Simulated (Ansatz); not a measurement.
System: Cl₂O₃, space group Pn-3m (No. 224) (one of a set of cubic test structures, which need not be the stable phase).

How it was computed, with Ansatz 0.2.0 development build: equation of state of a cubic crystal from periodic Kohn-Sham density functional theory without spin, third-order Birch-Murnaghan fit to the free energies; pressure corrected for the finite basis. Level: PBE.

| setting | value |
| --- | --- |
| structure type | cubic X2O3 |
| atoms in cell | 10 |
| space group number | 224 |
| lattice centring | simple cubic |
| k mesh | 11×11×11 |
| occupation method | Fermi–Dirac |
| occupation width | 0.06123 eV |
| wave cutoff | 420 eV |
| datasets | soft-1 PAW |
| density tolerance | 1.4e−07 eV |
| bands | 42 |
| density cutoff ratio | 4 |
| search for lower states | default |

What does the calculation give for the energy above the lowest point and pressure against volume? The volume takes the values 12.71, 12.98, 13.25, 13.53, 13.80, 14.07, 14.34 Å³/atom.

A third-order Birch–Murnaghan fit gives V0 = 13.52 Å³/atom, B0 = 82.4 GPa and B′ = 4.7. The energy above the lowest point is 14.1 meV/atom at volume 12.71 Å³/atom and 11.2 meV/atom at 14.34 Å³/atom; the lowest computed point is at volume 13.53 Å³/atom (0.0 meV/atom), in a single well. The pressure falls from 5.9 GPa at volume 12.71 Å³/atom to −4.2 GPa at 14.34 Å³/atom, and changes sign near 13.53 Å³/atom.

| volume (Å³/atom) | energy above the lowest point (meV/atom) | pressure (GPa) |
| --- | --- | --- |
| 12.71 | 14.1 | 5.9 |
| 12.98 | 6.0 | 3.7 |
| 13.25 | 1.4 | 1.7 |
| 13.53 | 0.0 | 0.0 |
| 13.80 | 1.4 | −1.6 |
| 14.07 | 5.2 | −3.0 |
| 14.34 | 11.2 | −4.2 |

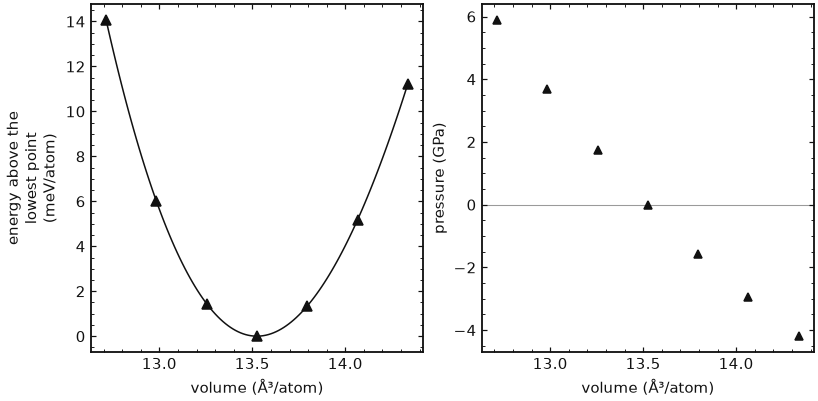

Note: cubic model structure, not the ambient form; modest k-mesh, values are not fully converged in k.
